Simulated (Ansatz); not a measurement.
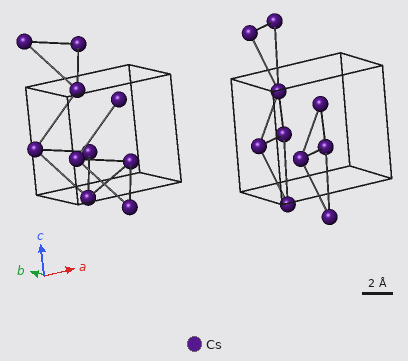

Two geometries of solid Cs (built on the random type) (coarse preliminary run), drawn at one scale. One is the start of a relaxation, the other its converged end. A ball-and-stick model of the cell of the calculation, seen slightly off an axis.

Level of theory: DFT PBE, scalar-relativistic, plane waves, PAW (Ansatz). Set-up: plane-wave cutoff 420 eV; k-point mesh 4 × 2 × 4; occupations gaussian; smearing width 0.1 eV; no spin polarisation; cell and atoms relaxed; force threshold 0.04 eV/Å; at most 70 steps.

### Which geometry has the lower energy?

The left one is the relaxed one. Case: random cell without symmetry. After 9 accepted moves (10 points after the start) the energy has fallen by 372 meV per atom. Largest force component: 0.96 eV/Å at the start, 0.014 eV/Å at the end. The pressure goes from 0.49 to −0.01 GPa. The SCF was repeated once at an unchanged geometry on a basis and grid sized afresh for the cell, which shifted the energy by less than 0.05 meV per atom at most. The atom that moves furthest relative to the cell is a Cs atom (1.32 Å roughly along [−3 0 1]). Cell: a 7.772 → 7.282 Å (−6.3 %), b 8.176 → 8.334 Å (+1.9 %), c 7.828 → 7.462 Å (−4.7 %), α 76.7° → 79.2°, β 80.7° → 83.0°, γ 102.6° → 103.3°. Volume −7.5 %. Near-neighbour distances that change, for instance: Cs–Cs 3.583 → 5.446 Å, Cs–Cs 4.079 → 5.829 Å, Cs–Cs 6.506 → 4.926 Å, Cs–Cs 6.401 → 5.111 Å. Bonds break: Cs–Cs (4.08 → 5.83 Å). Bond angles that change, for instance: Cs–Cs–Cs 134.1° → 97.1°, Cs–Cs–Cs 95.7° → 63.6°, Cs–Cs–Cs 64.7° → 67.7°. The space group stays P1 (No. 1).

Limits of the set-up: the k-point mesh is coarse for a cell with partly filled bands.
